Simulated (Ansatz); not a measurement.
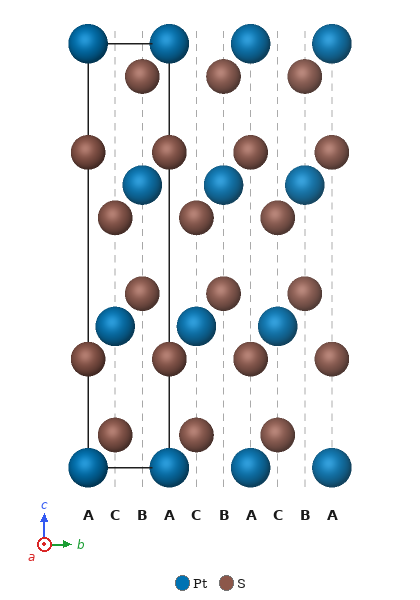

Projection along an edge of the hexagonal mesh, stacking direction c upwards. The dashed lines mark the three columns A (0, 0), B (1/3, 2/3) and C (2/3, 1/3). The sequence starts with the first layer at or above the cell's origin.

PtS2. Coordinates: the geometry relaxed with DFT PBE+D3(BJ), scalar-relativistic, plane waves, PAW (Ansatz 0.2.0); the starting structure was generated, so it need not be a known form of this composition.

Question: Give the sequence of layers in one repeat, with element and column.

Answer: Pt(A) – S(C) – S(A) – Pt(C) – S(B) – S(C) – Pt(B) – S(A) – S(B) (nine layers in 16.01 Å).

Question: How are the S layers alone stacked?

Answer: S layers alone: CABCAB, the cubic close-packed type.

Question: Which positions between or in the S layers do the other atoms fill?

Answer: Pt: three octahedral sites, counted in one hexagonal cell. Three of the six gaps between S layers are empty, 2.86 Å wide.

Question: What short polytype symbol fits?

Answer: Polytype symbol 3R, the symbol of a layered MX2 polytype (number of slabs in the repeat and lattice).

Heights of the layers:

| layer | atoms (column) | height (Å) | to next (Å) |
| --- | --- | --- | --- |
| 1 | Pt(A) | 0.00 | 1.24 |
| 2 | S(C) | 1.24 | 2.86 |
| 3 | S(A) | 4.10 | 1.24 |
| 4 | Pt(C) | 5.34 | 1.24 |
| 5 | S(B) | 6.57 | 2.86 |
| 6 | S(C) | 9.44 | 1.24 |
| 7 | Pt(B) | 10.67 | 1.24 |
| 8 | S(A) | 11.91 | 2.86 |
| 9 | S(B) | 14.77 | 1.24 |
